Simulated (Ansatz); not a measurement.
The calculation's input:

```
crystal:
  lattice:
    - [-4.9002412969, 4.9002412969, 2.6010220408]
    - [4.9002412969, -4.9002412969, 2.6010220408]
    - [4.9002412969, 4.9002412969, -2.6010220408]
  atoms:
    - { symbol: Sn, position: [0.0, 0.0, 0.0] }
    - { symbol: Sn, position: [0.75, 0.25, 0.5] }
    - { symbol: S, position: [0.5, 0.5, 0.0] }
    - { symbol: S, position: [0.875, 0.625, 0.75] }
    - { symbol: S, position: [0.875, 0.125, 0.25] }
    - { symbol: S, position: [0.875, 0.125, 0.75] }
    - { symbol: S, position: [0.375, 0.125, 0.25] }
    - { symbol: S, position: [0.25, 0.75, 0.5] }
basis:
  ecutwfc: 420
kpoints:
  mp_grid: { grid: [8, 8, 8] }
  band_path:
    path:
      - [[0.0, 0.0, 0.0], [0.0, 0.0, 0.5], [-0.5, 0.5, 0.5], [0.0, 0.0, 0.0], [0.32043575, 0.32043575, -0.32043575]]
      - [[-0.32043575, 0.67956425, 0.32043575], [-0.5, 0.5, 0.5]]
      - [[0.0, 0.0, 0.5], [0.25, 0.25, 0.25], [0.0, 0.5, 0.0], [0.0, 0.0, 0.0]]
    npoints: 14
hamiltonian:
  xc: pbe
scf:
  occupations: { method: gaussian, width: 0.1 }
  n_extra_bands: 20
output:
  forces: true
  stress: true
  eigenvalues: true
  populations: true
  dos: { projected: true, de: 0.02, nscf_kmesh: { grid: [10, 10, 10] } }
  bader: true
  write_density: true
  write_potential: true
  elf: true
  volumetric_format: npy
```

Command:

```sh
ansatz run input.yaml --threads 1 --pin off --max-ram 2560MiB --backend cpu --events-out ev --progress --plain --runs-dir out
```

Below, planes, directions and counts refer to the conventional cell (a = 9.80 Å, b = 9.80 Å, c = 5.20 Å, α = 90.00°, β = 90.00°, γ = 90.00°).

Space group I4₁/amd; a structure generated by program, which may or may not match a known phase.

Method: DFT PBE, scalar-relativistic, plane waves, PAW in Ansatz 0.2.0.

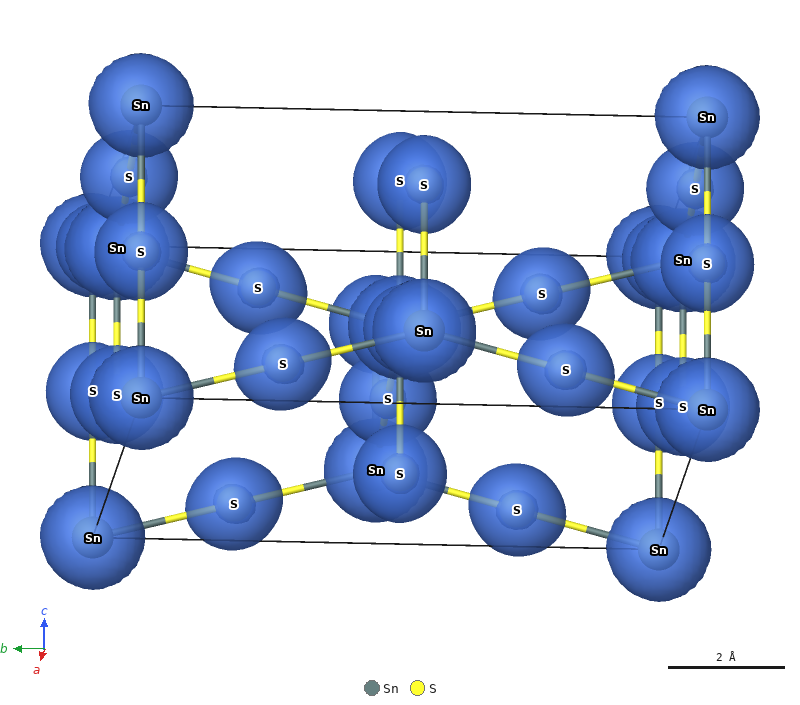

SnS3. Isosurface of the valence pseudo-density at 0.8 e/Å³ (blue), seen at an oblique angle. Sticks mark near contacts.

Core electrons are frozen (PAW), and the valence fields are smoothed inside the atomic spheres.

Q: Which contacts does the surface bridge?

A: At this value the density breaks into separate islands; it holds about 50 % of the electrons treated as valence (semicore included). It bridges none of the near contacts. It is pinched off along the shortest Sn–S (2.53 Å) and Sn–S (2.60 Å) contacts. On the grid the lowest density along these lines, outside the cores, is 0.43 e/Å³ (Sn–S, 2.53 Å) and 0.38 e/Å³ (Sn–S, 2.60 Å).
